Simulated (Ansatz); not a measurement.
Calculation on VN (slab), 36 atoms in the cell; a = 12.35 Å, b = 4.12 Å, c = 18.17 Å, α = 90.00°, β = 90.00°, γ = 90.00°.

Method: DFT PBE, scalar-relativistic, plane waves, PAW, no spin polarisation, 3×8×1 k mesh, 420 eV cutoff (Ansatz 0.2.0).

What does the potential across the slab give for the work function?

The work function is 3.88 eV at the right face and 3.42 eV at the left. The vacuum level is 0.46 eV higher at the right than at the left, so the slab carries a dipole along its normal; the ramp in the vacuum, at or near the edge of the plot, is the dipole correction that keeps each side flat. Some atoms were held fixed in the relaxation, which can itself make the faces differ. The outermost atoms are 4.2 Å apart, which leaves 14.0 Å of vacuum in a cell 18.2 Å high.

The run has no spin polarisation, so a magnetic state may lie lower.

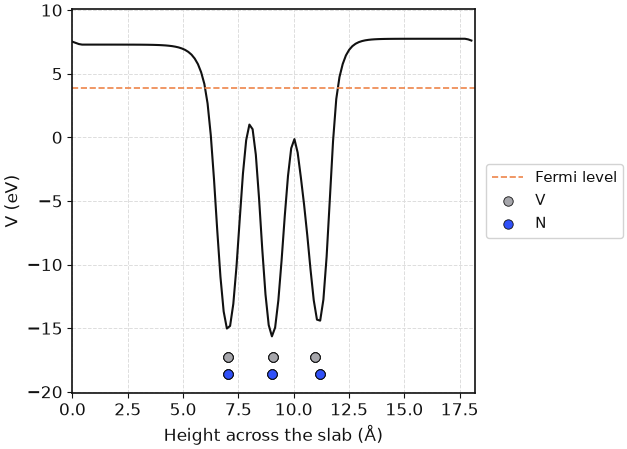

Plane-averaged electrostatic potential energy of an electron across the slab; circles at the bottom mark the heights of the atoms (positions after relaxation).
